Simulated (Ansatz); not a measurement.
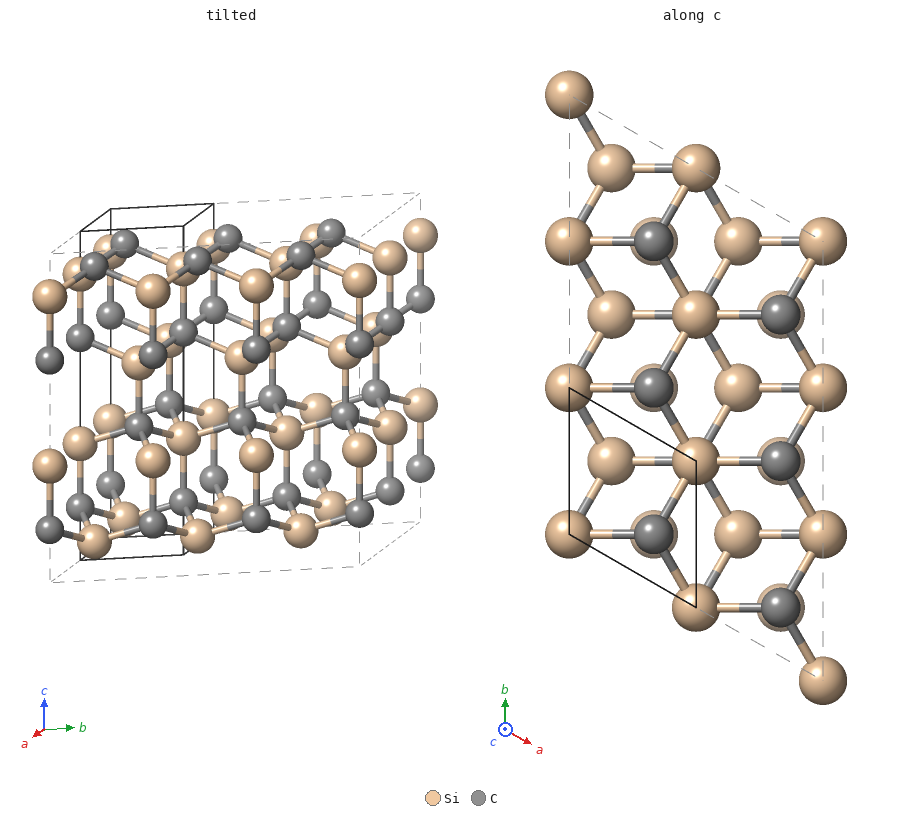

Ball-and-stick model, viewed slightly off an axis and along the c axis. The structure is repeated 2×3×1 times; solid lines mark one conventional unit cell. Cell: a = 3.078 Å, b = 3.078 Å, c = 9.777 Å, α = 90.00°, β = 90.00°, γ = 120.00°.

The solid is SiC. Space group P3m1 (No. 156), lattice primitive hexagonal. Content of the cell: 4 Si, 4 C (Z = 4). The Si atoms are each bonded to four C in a distorted tetrahedral arrangement at about 1.6 to 1.9 Å. About every C there are four Si in a distorted tetrahedral arrangement at about 1.6 to 1.9 Å. The bonds build a three-dimensional framework.

Origin of the cell: a structure listed in the Materials Project. The cell was then strained or its atoms displaced on purpose. Ansatz was used for an electronic-structure calculation on it.

At this level of theory the cell isn't at rest (compressed, at 12 GPa and forces up to 9.3 eV/Å), so its distances can differ from those at equilibrium, the more so the softer the solid.
